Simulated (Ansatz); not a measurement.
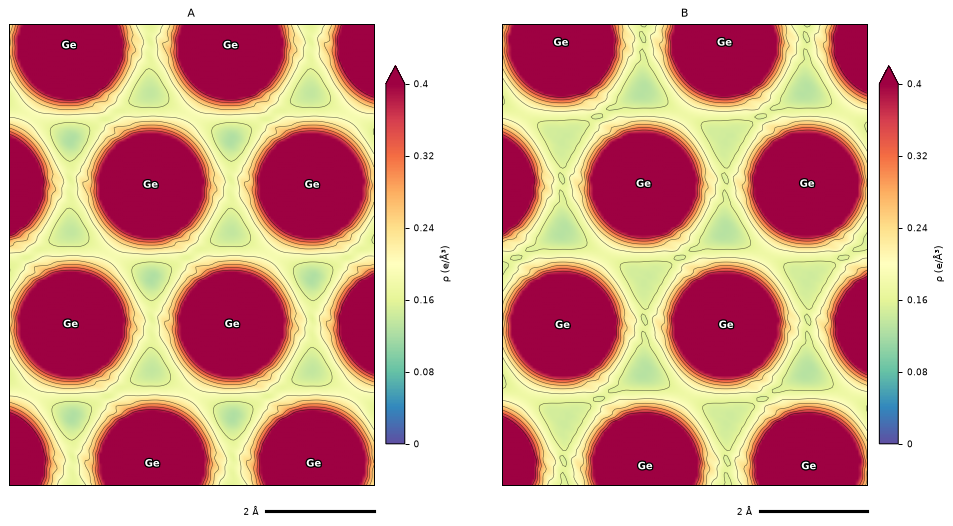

Ge. The valence electron density of two cells that differ in size, on the (001) plane of each (indices in the axes of the calculation cell), at one length scale and on one colour scale; one has 18.6 and the other 19.3 Å³ an atom.

Level of theory: Ansatz 0.2.0, Kohn-Sham DFT of a periodic cell, LDA, Ansatz PAW.

In a PAW calculation such maps are meaningful between the atoms, not at the nuclei.

The larger cell:

```
Ge
1.0
     1.51724   -2.64558    0.00000
     1.51724    2.64558    0.00000
     0.00000    0.00000    4.82032
Ge
2
Direct
  0.33345 0.66655 0.25000
  0.66655 0.33345 0.75000
```

The smaller cell: a = 3.011 Å, b = 3.011 Å, c = 4.759 Å, α = 90.00°, β = 90.00°, γ = 120.33°.

**Which is the denser cell? Describe the effect of the change.**

Panel A is the smaller cell, by 4 % in volume. From the larger cell to the smaller, Ge–Ge goes from 3.05 to 3.01 Å, and the density at its midpoint from 0.16 to 0.17 e/Å³; the pressure goes from −5 to −2.6 GPa.
